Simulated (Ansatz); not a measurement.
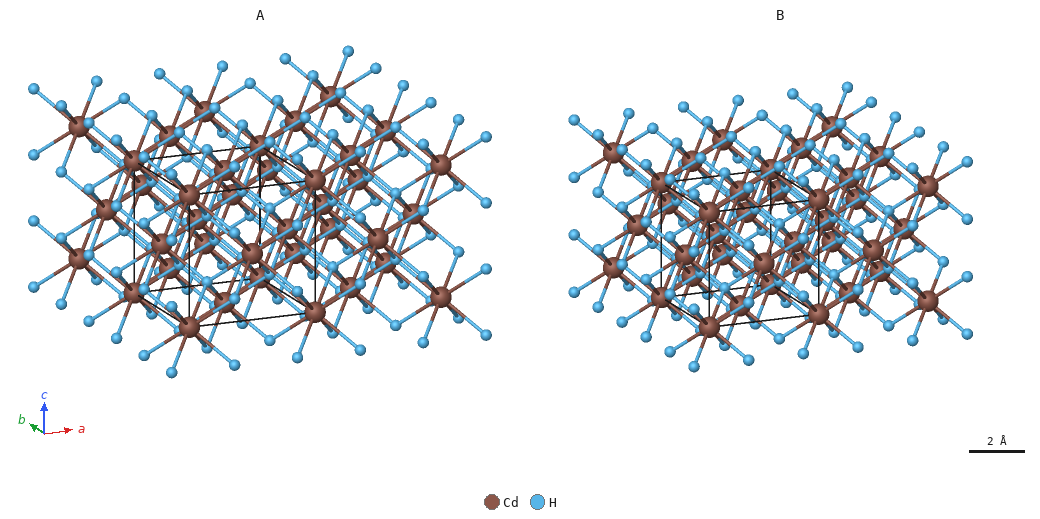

Two geometries of solid CdH2 (built on the fluorite type), drawn at one scale. One is the start of a relaxation, the other its converged end. A ball-and-stick model of the conventional cell (4 times the calculation's cell), repeated 2 × 2 × 1 with one cell outlined, seen slightly off an axis. Lengths and directions refer to the drawn axes.

The calculation used DFT, PBEsol, plane waves, PAW (Ansatz 0.2.0). Set-up: plane-wave cutoff 420 eV; k-point mesh 8 × 8 × 8; occupations fermi dirac; smearing width 0.03 eV; no spin polarisation; cell and atoms relaxed; force threshold 0.01 eV/Å; at most 120 steps.

Question: Which geometry has the lower energy?

Answer: Structure A is the relaxed one. No atom moves by more than 0.005 Å relative to the cell. Cell: a = b = c 4.358 → 5.015 Å (+15.1 %). Volume +52.3 %. Some distances before and after: Cd–H 1.887 → 2.171 Å. The space group stays Fm-3m (No. 225). Over 8 accepted moves (10 points after the start) the energy falls by 533 meV per atom. All forces vanish by symmetry, so only the cell relaxes. Pressure: 68.36 GPa at the start and −0.01 GPa at the end. At 2 points the geometry stayed and the basis and grid were re-selected for the new cell (energy shift of 16.1 meV per atom at most each time).
